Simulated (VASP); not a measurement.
# HfN: structure and properties in VASP

Aim: relax HfN, then compute properties on the relaxed cell. The steps: full relaxation (PBE + D3(BJ)), single point with fields (PBE + D3(BJ)), bands along the symmetry lines (PBE + D3(BJ)), density of states (PBE + D3(BJ)), field gradients at the nuclei (PBE + D3(BJ)) and independent-particle dielectric function (PBE + D3(BJ)). The start is a cell from a database of measured crystal structures.

Calculated with VASP 6.6.1; PBE with D3(BJ); plane waves and PAW (Hf_pv, N).

The database entry behind the starting cell differs from later determinations by our own check (about 0.3 % short), so it need not match the best structure at ambient conditions.

### Step 1. The starting structure

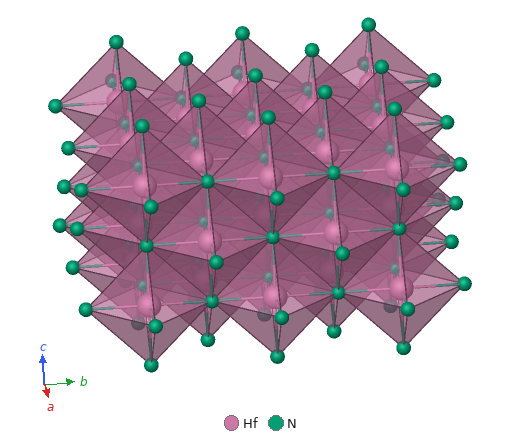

The cell as given, slightly off an axis (hafnium pink, nitrogen teal). 2×2×1 cells are drawn. This picture shows the conventional cell, with its axes. Some periodic images of atoms are drawn too.

Coordinates:

```cif
data_structure
_symmetry_space_group_name_H-M 'Fm-3m'
_symmetry_Int_Tables_number 225
_cell_length_a 4.5120
_cell_length_b 4.5120
_cell_length_c 4.5120
_cell_angle_alpha 90.000
_cell_angle_beta 90.000
_cell_angle_gamma 90.000
_cell_volume 91.86
loop_
_atom_site_label
_atom_site_type_symbol
_atom_site_symmetry_multiplicity
_atom_site_Wyckoff_symbol
_atom_site_fract_x
_atom_site_fract_y
_atom_site_fract_z
_atom_site_occupancy
Hf1 Hf 4 a 0.00000 0.00000 0.00000 1
N1 N 4 b 0.50000 0.00000 0.00000 1
```

### Step 2. Full relaxation (PBE + D3(BJ))

The start need not lie at this functional's minimum. ISIF = 3 frees volume, shape and positions, and EDIFFG sets the threshold on forces and stress at which the search stops. PBE, the usual starting point, adds the gradient of the density. A dispersion term adds the long-range attraction that semilocal functionals lack. D3 with Becke-Johnson damping keeps a finite attraction at short range.

File INCAR:

```
SYSTEM = HfN
PREC = Accurate
ENCUT = 520
EDIFF = 1E-06
NELM = 100
ISMEAR = 0
SIGMA = 0.05
LREAL = .FALSE.
ALGO = Normal
GGA = PE
IVDW = 12
NBANDS = 13
LASPH = .TRUE.
LORBIT = 11
LWAVE = .FALSE.
LCHARG = .FALSE.
KPAR = 2
IBRION = 2
NSW = 60
ISIF = 3
EDIFFG = -0.01
```

File POSCAR:

```
HfN
1.0
    0.0000000000      2.2560000000      2.2560000000
    2.2560000000      0.0000000000      2.2560000000
    2.2560000000      2.2560000000      0.0000000000
Hf N
1 1
Direct
    0.0000000000      0.0000000000      0.0000000000
    0.5000000000      0.5000000000      0.5000000000
```

File KPOINTS:

```
Automatic mesh
0
Gamma
9 9 9
0 0 0
```

The projector-augmented-wave data sets are Hf_pv and N (PBE family, release 64).

Started as:

```console
> mpirun -np 2 vasp_std
```

Output:

```text
[banner, memory and clock lines left out]
running    2 mpi-ranks, on    1 nodes
 distrk:  each k-point on    1 cores,    2 groups
 distr:  one band on    1 cores,    1 groups

 POSCAR found type information on POSCAR HfN
 POSCAR found :  2 types and       2 ions
 LDA part: xc-table for (Slater+PW92), standard interpolation
 POSCAR, INCAR and KPOINTS ok, starting setup
 FFT: planning ... GRIDC
 FFT: planning ... GRID_SOFT
 FFT: planning ... GRID
 WAVECAR not read
 entering main loop
       N       E                     dE             d eps       ncg     rms          rms(c)
DAV:   1     0.379735465578E+02    0.37974E+02   -0.78986E+03   910   0.109E+03
DAV:   2    -0.226902744891E+02   -0.60664E+02   -0.56927E+02  1215   0.242E+02
DAV:   3    -0.247587206126E+02   -0.20684E+01   -0.20604E+01  1095   0.376E+01
DAV:   4    -0.247675444710E+02   -0.88239E-02   -0.88232E-02   990   0.288E+00
DAV:   5    -0.247676059518E+02   -0.61481E-04   -0.61480E-04  1096   0.207E-01    0.494E+01
DAV:   6    -0.218519545023E+02    0.29157E+01   -0.94758E+00  1035   0.239E+01    0.417E+01
DAV:   7    -0.217859990576E+02    0.65955E-01   -0.51086E-01   990   0.645E+00    0.267E+01
DAV:   8    -0.217668715743E+02    0.19127E-01   -0.11368E-01  1050   0.301E+00    0.647E+00
DAV:   9    -0.217598589781E+02    0.70126E-02   -0.25558E-02  1010   0.125E+00    0.194E+00
DAV:  10    -0.217596036133E+02    0.25536E-03   -0.17455E-03  1058   0.390E-01    0.209E-01
DAV:  11    -0.217595808021E+02    0.22811E-04   -0.91873E-05  1060   0.100E-01    0.596E-02
DAV:  12    -0.217595798726E+02    0.92957E-06   -0.95247E-06  1116   0.261E-02
   1 F= -.22535195E+02 E0= -.22534221E+02  d E =-.225352E+02
 curvature:   0.00 expect dE= 0.000E+00 dE for cont linesearch  0.000E+00
 trial: gam= 0.00000 g(F)=  0.573E-67 g(S)=  0.346E-02 ort = 0.000E+00 (trialstep = 0.100E+01)
 search vector abs. value=  0.346E-02
 bond charge predicted
       N       E                     dE             d eps       ncg     rms          rms(c)
DAV:   1    -0.217577842421E+02    0.17966E-02   -0.34032E-01   910   0.520E+00    0.201E+00
DAV:   2    -0.217479833602E+02    0.98009E-02   -0.14970E-02  1005   0.106E+00    0.934E-01
DAV:   3    -0.217450891992E+02    0.28942E-02   -0.55387E-03   965   0.664E-01    0.613E-01
DAV:   4    -0.217449489186E+02    0.14028E-03   -0.52268E-04  1140   0.193E-01    0.357E-01
DAV:   5    -0.217449467257E+02    0.21929E-05   -0.37451E-05  1165   0.507E-02    0.122E-02
DAV:   6    -0.217449465983E+02    0.12744E-06   -0.21172E-06   914   0.142E-02
   2 F= -.22533554E+02 E0= -.22532576E+02  d E =0.164154E-02
 trial-energy change:    0.001642  1 .order    0.001667   -0.003459    0.006793
 step:   0.3408(harm=  0.3374)  dis= 0.00000  next Energy=   -22.535785 (dE=-0.590E-03)
 bond charge predicted
       N       E                     dE             d eps       ncg     rms          rms(c)
DAV:   1    -0.217613605953E+02   -0.16414E-01   -0.14761E-01   910   0.342E+00    0.132E+00
DAV:   2    -0.217571074279E+02    0.42532E-02   -0.65639E-03  1015   0.701E-01    0.618E-01
DAV:   3    -0.217558489173E+02    0.12585E-02   -0.24122E-03   975   0.436E-01    0.407E-01
DAV:   4    -0.217557812733E+02    0.67644E-04   -0.24212E-04  1135   0.131E-01    0.234E-01
DAV:   5    -0.217557719238E+02    0.93495E-05   -0.18277E-05  1165   0.357E-02    0.836E-03
DAV:   6    -0.217557717855E+02    0.13822E-06   -0.10681E-06   599   0.102E-02
   3 F= -.22535782E+02 E0= -.22534807E+02  d E =-.586945E-03
 curvature:  -0.17 expect dE=-0.320E-07 dE for cont linesearch -0.320E-07
 trial: gam= 0.00000 g(F)=  0.711E-60 g(S)=  0.190E-06 ort =-0.256E-04 (trialstep = 0.868E+00)
 search vector abs. value=  0.190E-06
 reached required accuracy - stopping structural energy minimisation
```

The job ended after 11 s (2 MPI ranks of Intel Xeon Platinum 8488C (Sapphire Rapids), shared host; peak memory 0.31 GiB).

The logs omit lines about the potential files and the build; timing stands in the text.

Parts of OUTCAR (step 2):

```text
ion  position               nearest neighbor table
   1  0.000  0.000  0.000-   2 2.26   2 2.26   2 2.26   2 2.26   2 2.26   2 2.26
   2  0.500  0.500  0.500-   1 2.26   1 2.26   1 2.26   1 2.26   1 2.26   1 2.26

  LATTYP: Found a face centered cubic cell.
 ALAT       =     4.5120000000

 Subroutine GETGRP returns: Found 48 space group operations
 (whereof 48 operations were pure point group operations)

The static configuration has the point symmetry O_h .

 Found     35 irreducible k-points:

   k-points           NKPTS =     35   k-points in BZ     NKDIM =     35   number of bands    NBANDS=     13

   dimension x,y,z NGX =    24 NGY =   24 NGZ =   24
   dimension x,y,z NGXF=    48 NGYF=   48 NGZF=   48

   ENCUT  =  520.0 eV  38.22 Ry    6.18 a.u.   5.93  5.93  5.93*2*pi/ulx,y,z

   NELECT =      15.0000    total number of electrons

 k-points in reciprocal lattice and weights: Automatic mesh
   0.00000000  0.00000000  0.00000000       0.001
   0.11111111  0.00000000  0.00000000       0.011
   0.22222222  0.00000000  0.00000000       0.011
   0.33333333  0.00000000  0.00000000       0.011
   0.44444444  0.00000000  0.00000000       0.011
   0.11111111  0.11111111  0.00000000       0.008
   0.22222222  0.11111111  0.00000000       0.033
   0.33333333  0.11111111  0.00000000       0.033
   0.44444444  0.11111111  0.00000000       0.033
[...]
-0.33333333  0.44444444  0.11111111       0.033
  -0.33333333  0.44444444  0.22222222       0.033

 Edisp (eV)   -0.78861

 average (electrostatic) potential at core
       1 -34.5829       2 -61.4802

 E-fermi :   8.4506

 k-point     1 :       0.0000    0.0000    0.0000
  band No.  band energies     occupation
    ...
      6       5.4319      2.00000
      7       5.4319      2.00000
      8       8.1156      2.00000
      9       8.1156      2.00000
     10       8.1156      2.00000
     11      10.3559      0.00000
     12      10.4580      0.00000
     13      10.4580      0.00000

 k-point     2 :       0.1111    0.0000    0.0000
  band No.  band energies     occupation
    ...
      4      -8.8104      2.00000
      5       4.3339      2.00000
      6       4.7778      2.00000
      7       4.7778      2.00000
      8       8.3807      1.95208
      9       8.5152      0.06764
     10       8.5152      0.06764
     11      11.1999      0.00000
     12      11.3607      0.00000
     13      11.3607      0.00000

 k-point     3 :       0.2222    0.0000    0.0000
  band No.  band energies     occupation
    ...
      3     -22.6901      2.00000
      4      -8.0644      2.00000
      5       2.4488      2.00000
      6       3.6641      2.00000
      7       3.6641      2.00000
      8       8.8593      0.00000
      9       9.5035      0.00000
     10       9.5035      0.00000
     11      12.8323      0.00000
     12      13.3152      0.00000
    ...

 Edisp (eV)   -0.78001

  Total       0.00162     0.00162     0.00162     0.00000     0.00000     0.00000
  in kB       0.11360     0.11360     0.11360     0.00000     0.00000     0.00000
  external pressure =        0.11 kB  Pullay stress =        0.00 kB

  energy-cutoff  :      520.00
  volume of cell :       22.84
      direct lattice vectors                 reciprocal lattice vectors
     0.000000000  2.251946000  2.251946000    -0.222030191  0.222030191  0.222030191
     2.251946000 -0.000000000  2.251946000     0.222030191 -0.222030191  0.222030191
     2.251946000  2.251946000  0.000000000     0.222030191  0.222030191 -0.222030191

 POSITION                                       TOTAL-FORCE (eV/Angst)
 -----------------------------------------------------------------------------------
      0.00000      0.00000      0.00000         0.000000      0.000000      0.000000
      2.25195      2.25195      2.25195        -0.000000     -0.000000     -0.000000
 -----------------------------------------------------------------------------------
    total drift:                                0.000000     -0.000000     -0.000000

  FREE ENERGIE OF THE ION-ELECTRON SYSTEM (eV)
  ---------------------------------------------------
  free  energy   TOTEN  =       -22.5357820397 eV

  energy  without entropy=      -22.5338317924  energy(sigma->0) =      -22.53480692

 reached required accuracy - stopping structural energy minimisation

 total charge
# of ion       s       p       d       tot
------------------------------------------
    1        0.294   6.583   1.775   8.652
    2        1.235   2.518   0.000   3.753
--------------------------------------------------
tot          1.529   9.101   1.775  12.405

[... 3 further parts left out ...]
```

This run has no spin polarisation. Its electron count is odd, so without a moment it is a metal by construction. The k-mesh is coarse for a metal. Harder data sets than Hf_pv exist (the GW ones), and pressures, volumes and forces can shift noticeably with them. The run keeps the 48 symmetry operations of its start, so it cannot find a distortion of lower symmetry.

The steps of the relaxation:

```
step  energy less that of the first step (eV)  largest force (eV/Å)  pressure (GPa)  volume (Å³)
   1                                   0.0000                0.0000           -1.53        22.96
   2                                   0.0016                0.0000            3.04        22.60
   3                                  -0.0006                0.0000            0.01        22.84
```

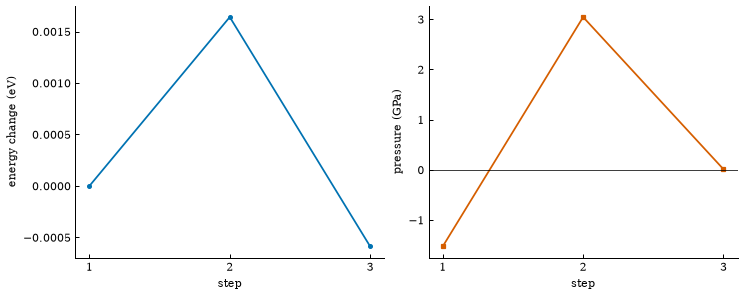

Energy and pressure along the relaxation.

```
conventional cell, symmetrised  before  after  change
                         a (Å)   4.512  4.504  -0.2 %
                         b (Å)   4.512  4.504  -0.2 %
                         c (Å)   4.512  4.504  -0.2 %
              volume (Å³/atom)   11.48  11.42  -0.5 %
```

The relaxed structure:

```xyz
2
Lattice="0.0000 2.2519 2.2519 2.2519 0.0000 2.2519 2.2519 2.2519 0.0000" Properties=species:S:1:pos:R:3 pbc="T T T"
Hf    0.0000    0.0000    0.0000
N     2.2519    2.2519    2.2519
```

Numbers from this step:

```
electrons                       : 15
bands                           : 13
irreducible k-points            : 35
symmetry operations             : 48
free energy (TOTEN)             : -22.54 eV
energy at zero smearing         : -22.53 eV
Fermi energy                    : 8.451 eV
pressure                        : 0.01136 GPa
metallic                        : yes
SCF cycles over all ionic steps : 24
```

It ends with forces that vanish by symmetry and a pressure of 0.01 GPa. The volume lies -0.5 % from that of the database's start, which holds the thermal and zero-point expansion of its experiment.

### Step 3. Single point with fields (PBE + D3(BJ))

The relaxed cell gets a fresh self-consistent run, on a basis set for its own volume, to fix the density and to check the remaining stress.

Edit INCAR of step 2 so:

```diff
@@ -15,7 +15,5 @@
 LWAVE = .FALSE.
-LCHARG = .FALSE.
-KPAR = 2
-IBRION = 2
-NSW = 60
-ISIF = 3
-EDIFFG = -0.01
+LCHARG = .TRUE.
+ISIF = 2
+LELF = .TRUE.
+LVHAR = .TRUE.
```

File POSCAR:

```
HfN
1.0
    0.0000000000      2.2519460000      2.2519460000
    2.2519460000      0.0000000000      2.2519460000
    2.2519460000      2.2519460000      0.0000000000
Hf N
1 1
Direct
    0.0000000000      0.0000000000      0.0000000000
    0.5000000000      0.5000000000      0.5000000000
```

KPOINTS is that of step 2.

Started as:

```console
> mpirun -np 2 vasp_std
```

Output:

```text
[banner, memory and clock lines left out]
running    2 mpi-ranks, on    1 nodes
 distrk:  each k-point on    2 cores,    1 groups
 distr:  one band on    1 cores,    2 groups

 POSCAR found type information on POSCAR HfN
 POSCAR found :  2 types and       2 ions
 LDA part: xc-table for (Slater+PW92), standard interpolation
|                                                                             |
|           W    W    AA    RRRRR   N    N  II  N    N   GGGG   !!!           |
|           W    W   A  A   R    R  NN   N  II  NN   N  G    G  !!!           |
|           W    W  A    A  R    R  N N  N  II  N N  N  G       !!!           |
|           W WW W  AAAAAA  RRRRR   N  N N  II  N  N N  G  GGG   !            |
|           WW  WW  A    A  R   R   N   NN  II  N   NN  G    G                |
|           W    W  A    A  R    R  N    N  II  N    N   GGGG   !!!           |
|                                                                             |
|     The number of bands has been changed from the values supplied in        |
|     The orbitals not found in the WAVECAR file will be initialized with     |
|     random numbers, which is usually adequate. For correlated               |
|     calculations, however, you should redo the groundstate calculation.     |
|     I found NBANDS = 13. Now, NBANDS = 14.                                  |
|                                                                             |

 POSCAR, INCAR and KPOINTS ok, starting setup
 FFT: planning ... GRIDC
 FFT: planning ... GRID_SOFT
 FFT: planning ... GRID
 WAVECAR not read
 entering main loop
       N       E                     dE             d eps       ncg     rms          rms(c)
DAV:   1     0.393173886178E+02    0.39317E+02   -0.77333E+03   980   0.101E+03
DAV:   2    -0.228051602920E+02   -0.62123E+02   -0.57768E+02  1310   0.241E+02
DAV:   3    -0.247552632465E+02   -0.19501E+01   -0.19413E+01  1094   0.348E+01
DAV:   4    -0.247630135455E+02   -0.77503E-02   -0.77496E-02  1190   0.248E+00
DAV:   5    -0.247630591817E+02   -0.45636E-04   -0.45637E-04  1088   0.165E-01    0.500E+01
DAV:   6    -0.218542096185E+02    0.29088E+01   -0.82230E+00  1070   0.222E+01    0.424E+01
DAV:   7    -0.217823475544E+02    0.71862E-01   -0.46082E-01  1208   0.601E+00    0.268E+01
DAV:   8    -0.217609780701E+02    0.21369E-01   -0.99590E-02  1142   0.275E+00    0.587E+00
DAV:   9    -0.217557866802E+02    0.51914E-02   -0.14363E-02  1136   0.968E-01    0.194E+00
DAV:  10    -0.217557050312E+02    0.81649E-04   -0.10623E-03  1306   0.311E-01    0.424E-01
DAV:  11    -0.217556745218E+02    0.30509E-04   -0.70673E-05  1142   0.836E-02    0.108E-01
DAV:  12    -0.217556725765E+02    0.19452E-05   -0.76166E-06  1312   0.235E-02    0.190E-02
DAV:  13    -0.217556723308E+02    0.24571E-06   -0.20526E-07   646   0.471E-03
   1 F= -.22535683E+02 E0= -.22534707E+02  d E =-.195017E-02
```

The job ended after 7.6 s (2 MPI ranks; peak memory 0.27 GiB; 14 s of CPU time).

From OUTCAR (step 3):

```text
  LATTYP: Found a face centered cubic cell.
 ALAT       =     4.5038920000

The static configuration has the point symmetry O_h .

 Found     35 irreducible k-points:

   k-points           NKPTS =     35   k-points in BZ     NKDIM =     35   number of bands    NBANDS=     14

   ENCUT  =  520.0 eV  38.22 Ry    6.18 a.u.   5.92  5.92  5.92*2*pi/ulx,y,z

   NELECT =      15.0000    total number of electrons

 E-fermi :   8.4506

 k-point     1 :       0.0000    0.0000    0.0000
  band No.  band energies     occupation
    ...
      6       5.4319      2.00000
      7       5.4319      2.00000
      8       8.1156      2.00000
      9       8.1156      2.00000
     10       8.1156      2.00000
     11      10.3560      0.00000
     12      10.4580      0.00000
     13      10.4580      0.00000
     14      18.0546      0.00000

 k-point     2 :       0.1111    0.0000    0.0000
  band No.  band energies     occupation
    ...
      4      -8.8103      2.00000
      5       4.3339      2.00000
      6       4.7778      2.00000
      7       4.7778      2.00000
      8       8.3807      1.95207
      9       8.5152      0.06759
     10       8.5152      0.06759
     11      11.2000      0.00000
     12      11.3607      0.00000
     13      11.3607      0.00000
    ...

 Edisp (eV)   -0.78001

  Total      -0.00004    -0.00004    -0.00004    -0.00000     0.00000    -0.00000
  in kB      -0.00268    -0.00268    -0.00268    -0.00000     0.00000    -0.00000
  external pressure =       -0.00 kB  Pullay stress =        0.00 kB

  energy-cutoff  :      520.00
  volume of cell :       22.84
      direct lattice vectors                 reciprocal lattice vectors
     0.000000000  2.251946000  2.251946000    -0.222030191  0.222030191  0.222030191
     2.251946000  0.000000000  2.251946000     0.222030191 -0.222030191  0.222030191
     2.251946000  2.251946000  0.000000000     0.222030191  0.222030191 -0.222030191

 POSITION                                       TOTAL-FORCE (eV/Angst)
 -----------------------------------------------------------------------------------
      0.00000      0.00000      0.00000         0.000000     -0.000000      0.000000
      2.25195      2.25195      2.25195        -0.000000      0.000000     -0.000000
 -----------------------------------------------------------------------------------
    total drift:                                0.000000     -0.000000     -0.000000

  FREE ENERGIE OF THE ION-ELECTRON SYSTEM (eV)
  ---------------------------------------------------
  free  energy   TOTEN  =       -22.5356825851 eV

  energy  without entropy=      -22.5337324137  energy(sigma->0) =      -22.53470750

[... 4 parts as in an earlier step ...]

[... 6 further parts left out ...]
```

Numbers from this step:

```yaml
scf_cycles: 13
bands: 14
pressure: -2.68e-4 GPa
```

Valence electrons inside each PAW sphere by angular momentum. Sphere charges, by row:

```
atom  s (e)  p (e)  d (e)  tot (e)
 Hf1  0.294  6.583  1.775    8.652
  N2  1.235  2.518      0    3.753
```

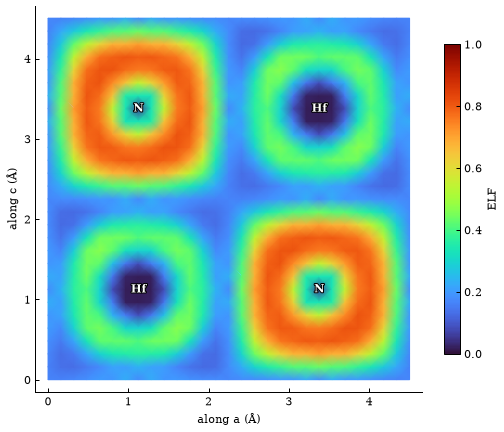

ELF in the ac plane of the conventional cell at fractional y = 0.000, with atoms of Hf and N within 0.2 Å of it. It is the smooth field of the valence electrons, not physical close to the nuclei. The map starts off the cell's origin, so that atoms lie inside it.

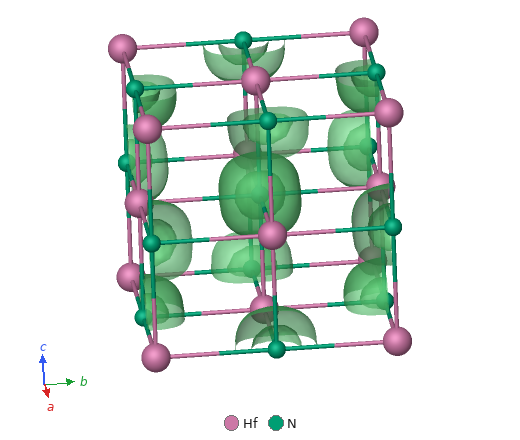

Surface of ELF = 0.74.

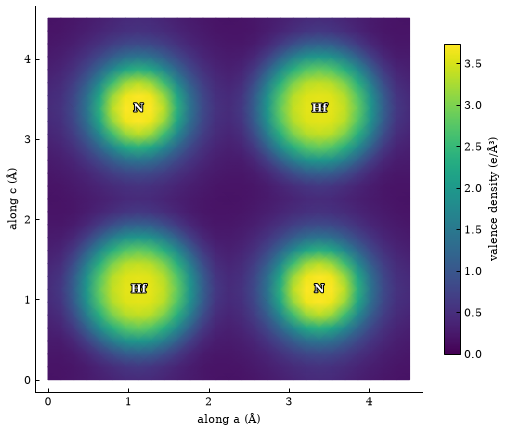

Valence density in the ac plane of the conventional cell at fractional y = 0.000, with atoms of Hf and N within 0.2 Å of it. It is the smooth field of the valence electrons, not physical close to the nuclei. The map starts off the cell's origin, so that atoms lie inside it.

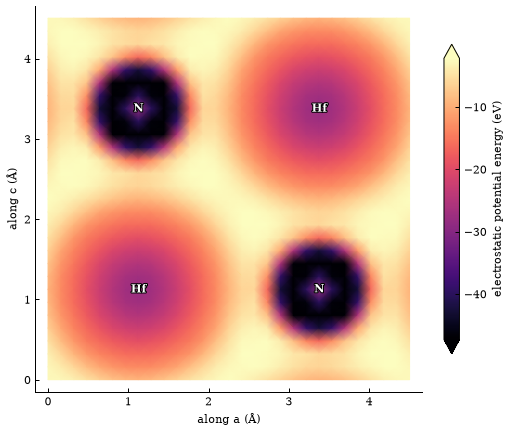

Electrostatic potential energy in the ac plane of the conventional cell at fractional y = 0.000, with atoms of Hf and N within 0.2 Å of it. With pseudopotentials it is smooth inside the atoms' cores, unlike the true potential. The map starts off the cell's origin, so that atoms lie inside it.

In this run the pressure is 0.00 GPa, small enough to go on.

(Part 1 of 3 ends here.)

[Lines on the potential files, build, host, timing and source positions are cut from VASP's logs without a mark.]

[Logs are printed without paths, hosts, clocks, repeated set-up lines and the standing remarks that a program may print on its own settings, such as how far it seeks lower states.]

[Hosts, paths, dates, database ids (printed as entryN), source tags and the programs' standing remarks are cut or masked in the printed files.]

[A measured line is paired with the nearest computed mode of its activity, which favours agreement.]
